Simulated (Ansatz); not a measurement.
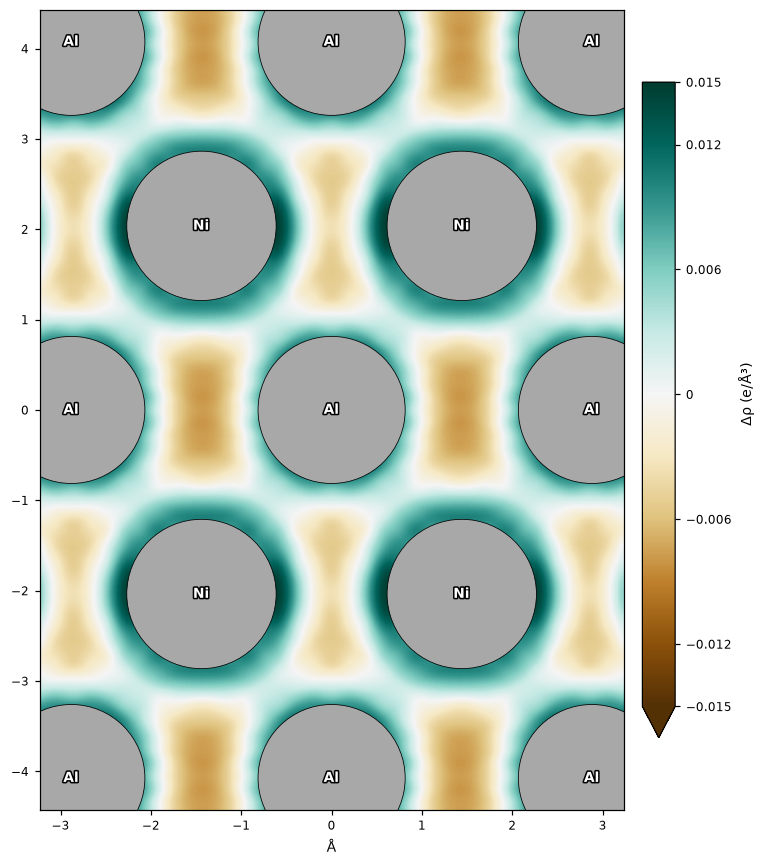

AlNi. Difference of the valence pseudo-densities of two functionals at the same geometry, on the (011̄) plane of the calculation cell: LDA less r2SCAN.

Both computed with Ansatz (plane waves, PAW), on the same k-point mesh. Grey discs cover the atomic cores.

```
CELL_PARAMETERS angstrom
2.88100 0.00000 0.00000
0.00000 2.88100 0.00000
0.00000 0.00000 2.88100
ATOMIC_POSITIONS crystal
Al 0.00000 0.00000 0.00000
Ni 0.50000 0.50000 0.50000
```

> What does the difference map show?

Against r2SCAN, LDA gives more density around Ni (+0.009 e/Å³ on average at 1.0 Å from the nucleus).
